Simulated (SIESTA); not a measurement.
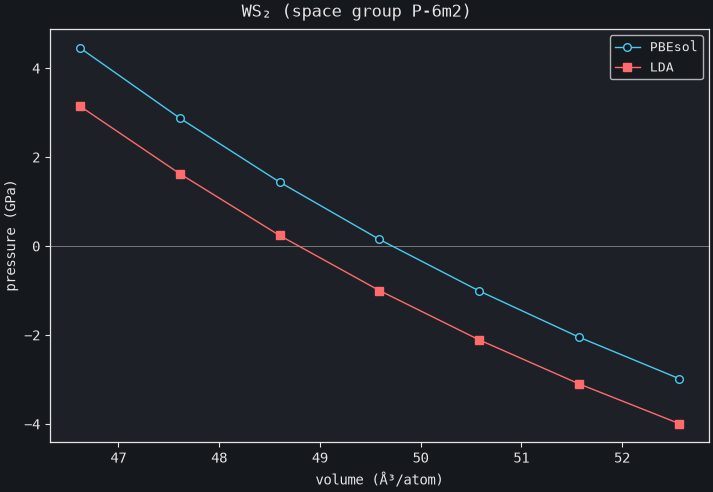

How it was computed, with SIESTA 5.4.2: DFT in numerical atomic orbitals with pseudopotentials, no spin polarisation; energies at scaled volumes of the given cell, shape and fractions fixed, counted from the fit's minimum, third-order Birch-Murnaghan fit. All runs: no spin polarisation.

k mesh 10×10×2; occupations Fermi–Dirac; smearing width 0.05 eV; potentials PseudoDojo 0.4 standard, converted to PSML, two zetas on semicore shells.

Caption: Pressure against volume, with one curve for each functional, for WS₂ (space group P-6m2).

The fitted equilibrium volumes, smallest first, are LDA 48.781, PBEsol 49.711 Å³/atom. The fitted bulk moduli, smallest first, are PBEsol 60.4, LDA 62.9 GPa. For PBEsol, the pressure falls from 4.46 GPa at volume 46.62 Å³/atom to −2.98 GPa at 52.57 Å³/atom, and changes sign near 49.72 Å³/atom. For LDA, the pressure falls from 3.15 GPa at volume 46.62 Å³/atom to −3.99 GPa at 52.57 Å³/atom, and changes sign near 48.79 Å³/atom.

Caveats: mulliken charges of long orbitals; short basis over semicore shells; shape and atomic fractions are frozen while scaling, which makes layered, chain and framework solids too stiff.
